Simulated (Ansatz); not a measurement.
```xyz
26
Lattice="10.6400 0.0000 0.0000 -2.6600 4.6073 0.0000 0.0000 0.0000 18.0000" Properties=species:S:1:pos:R:3 pbc="T T T"
Si    0.0142    3.0624   11.7065
Si    0.0099    3.0673    7.3132
O    -0.0572    3.0342   13.3375
Si    2.6521    1.5131   10.6079
Si    2.6610    1.5269    7.3519
O     2.6133    1.5007    8.9813
O     0.0536    4.5936   11.1469
O     2.6809    0.0040    6.7754
O    -1.3331    2.3166   11.1980
O    -1.3261    2.3021    6.7570
O     1.3331    2.2717   11.1643
O     1.3467    2.2959    6.7743
Si    5.3239    3.0749   10.6004
Si    5.3270    3.0759    7.3624
O     5.3273    3.0762    8.9824
Si    8.0081    1.5532   10.6141
Si    8.0011    1.5484    7.3593
O     8.0602    1.5831    8.9876
O     7.9921    0.0065   11.1388
O     7.9805    0.0070    6.8294
O     3.9829    2.3116   11.1289
O     3.9967    2.3037    6.8332
O     6.6521    2.2978   11.1384
O     6.6599    2.3080    6.8290
H     0.6829    3.4149   13.8294
H     0.0005    3.0608    8.7883
```

All numbers below come from Ansatz 0.2.0, DFT PBE, scalar-relativistic, plane waves, PAW.

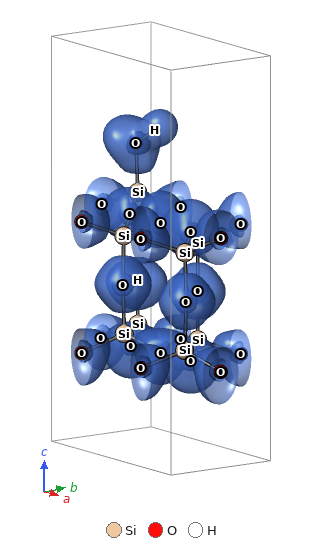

Si$_{4}$HO$_{8}$. Isosurface of the electron localisation function at 0.7 (blue), seen slightly off an axis. Core shells and regions of very low density are left out. Sticks mark near contacts.

Question: Identify the bonds, lone pairs and shells in this picture.

Answer: At this value the surface marks out one region around a hydrogen nucleus, 15 regions on O in which the atom's valence shell and bonds are merged and one joined region spread over several atoms (H, O), in which their bonds and any lone pairs are merged, counted in one cell of 26 atoms. Counts are for one cell; the picture repeats the cell along the surface. Profiles from the grid: O–H (0.97 Å): the ELF climbs to about 1 towards the hydrogen, as it does in any bond to H (a covalent bond by its length). Si–H (1.48 Å): the ELF is about 1 at the midpoint (an ordinary covalent bond to hydrogen).

Question: Does the calculation make it a metal, or give it a gap?

Answer: It is gapped, with a Kohn–Sham gap of 5.6 eV on the k-point mesh (the band edges may lie off the mesh, which would make the gap smaller).
